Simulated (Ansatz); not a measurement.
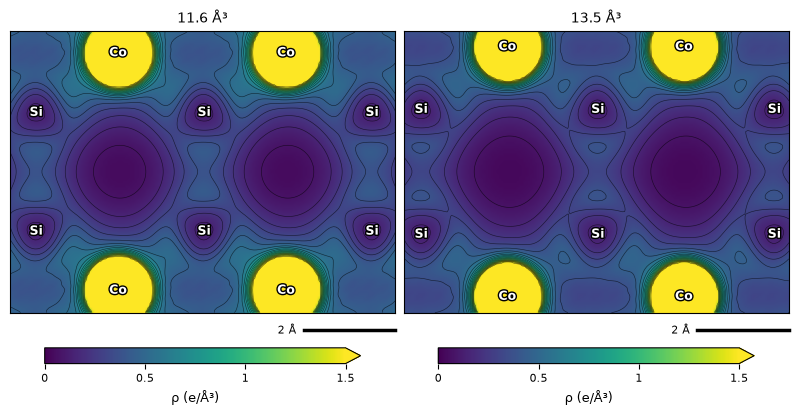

CoSi2. The valence pseudo-density of cells scaled evenly to different volumes (given per atom above each panel), on the (101̄) plane of each (indices in the axes of the cell below), at one length scale and on one colour scale.

Computed without spin polarisation; PAW files of the earlier set (soft_1).

All numbers below come from Ansatz, DFT PBEsol, scalar-relativistic, plane waves, PAW.

The density is the valence pseudo-density of a PAW calculation; it isn't the true density close to the nuclei.

The largest cell:

```
Co Si
1.0
     0.00000    2.72276    2.72276
     2.72276    0.00000    2.72276
     2.72276    2.72276    0.00000
Co Si
1 2
Direct
  0.00402 0.99598 0.99598
  0.24578 0.25422 0.25422
  0.74578 0.75422 0.75422
```

| volume (Å³/atom) | Co–Si contact in the plane (Å) | ρ at its midpoint (e/Å³) | pressure (GPa) | 
| --- | --- | --- | --- |
| 11.58 | 2.219 | 0.582 | 17.7 | 
| 11.88 | 2.237 | ? | ? | 
| 13.46 | 2.332 | 0.484 | −12.0 | 

**Estimate the missing row, and compare with the calculation.**

Over the known rows ln ρ falls by 1.63 per Å of Co–Si distance (the line through the two), which gives 0.565 e/Å³ at 2.237 Å; the calculation gives 0.565 e/Å³. For the pressure, a straight line in volume between the neighbouring rows gives 13.0 GPa; the calculation gives 11.2, lower because pressure rises ever faster on compression.
